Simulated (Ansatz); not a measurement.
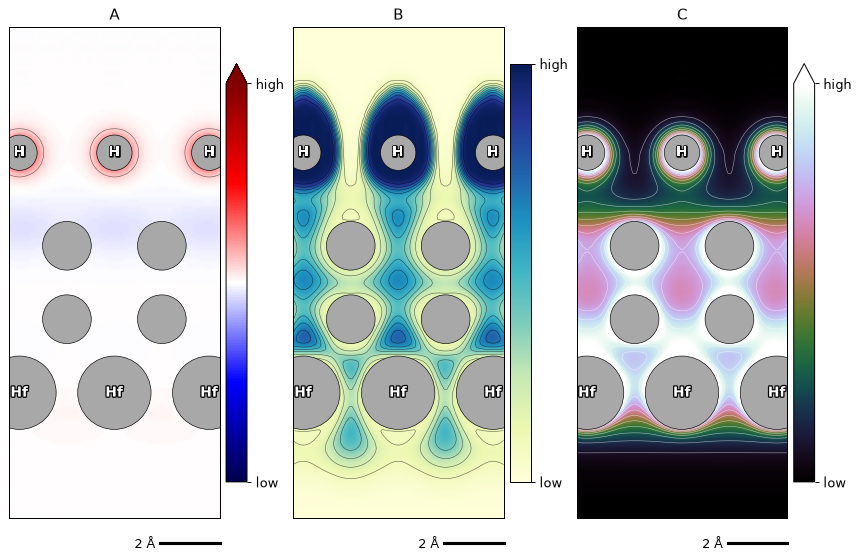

Hf3H (slab): 3 fields on the (100) plane of the calculation cell, a cut from vacuum to vacuum, with unlabelled colour scales. Grey discs cover the atomic cores.

Not relaxed (largest force 1.0 eV/Å); spin-polarised.

The calculation used DFT PBE, scalar-relativistic, plane waves, PAW in Ansatz 0.2.0.

```xyz
4
Lattice="3.1715 0.0000 0.0000 -1.5858 2.7466 0.0000 0.0000 0.0000 21.9106" Properties=species:S:1:pos:R:3 pbc="T T T"
Hf    1.5858    0.9155    4.0000
Hf    0.0000    1.8311    6.4562
Hf    0.0000    0.0000    8.9106
H     1.5858    0.9155   12.0206
```

Q: Which field does each panel show? The fields are: electron localisation function, spin density and valence pseudo-density.

A: Panel A: spin density (confined to the magnetic sites and close to zero elsewhere). Panel B: electron localisation function. Panel C: valence pseudo-density. From the grid: H–H (3.17 Å): ρ at the midpoint is about 0.02 e/Å³; the ELF peaks at about 1 in the valence shell of H, 0.8 Å from its nucleus, and drops to about 0.05 between the two atoms. Hf–Hf (3.17 Å): ρ is about 0.19 e/Å³ halfway; the ELF is about 0.30 at the midpoint: no localised pair shows between them.
